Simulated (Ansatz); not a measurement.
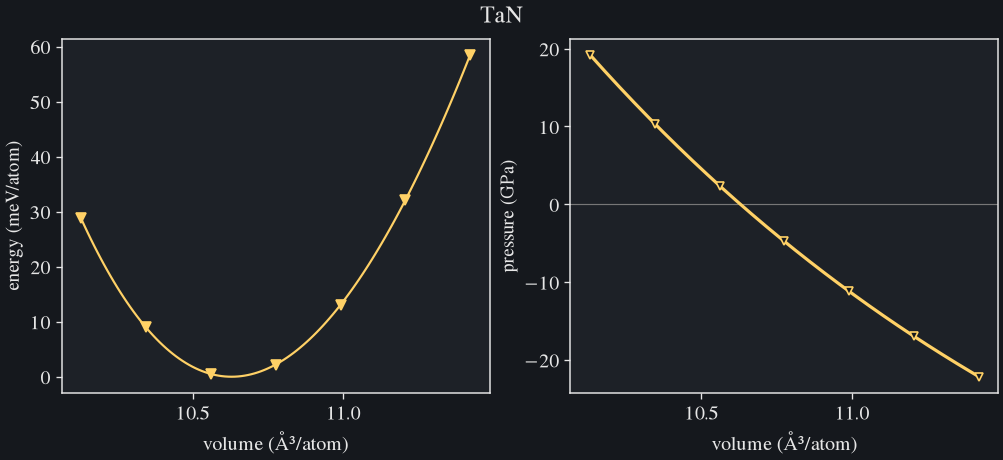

The plot gives the computed energy and pressure against volume for TaN, space group P-6m2 (No. 187).

Cell as given: a = 2.938 Å, b = 2.938 Å, c = 2.883 Å, α = 90.00°, β = 90.00°, γ = 120.00°; 2 atoms.

Method: all-electron LAPW DFT, no spin polarisation; energies at scaled volumes of the given cell, shape and fractions fixed, counted from the fit's minimum, third-order Birch-Murnaghan fit (Ansatz 0.2.0). Level: PBEsol.

k mesh 10×10×9; occupations Fermi–Dirac; smearing width 0.05 eV; potentials all electron LAPW, scalar relativistic; program settings basis error eV/atom 0.001.

### How stiff is the solid, and where is its volume at rest?

A third-order Birch–Murnaghan fit gives V0 = 10.63 Å³/atom, B0 = 360 GPa and B′ = 4.3.

### How does the pressure vary with volume?

It falls from 19.24 GPa at volume 10.13 Å³/atom to −22.17 GPa at 11.42 Å³/atom, and changes sign near 10.63 Å³/atom.

Caveats: shape and atomic fractions are frozen while scaling, which makes layered, chain and framework solids too stiff.
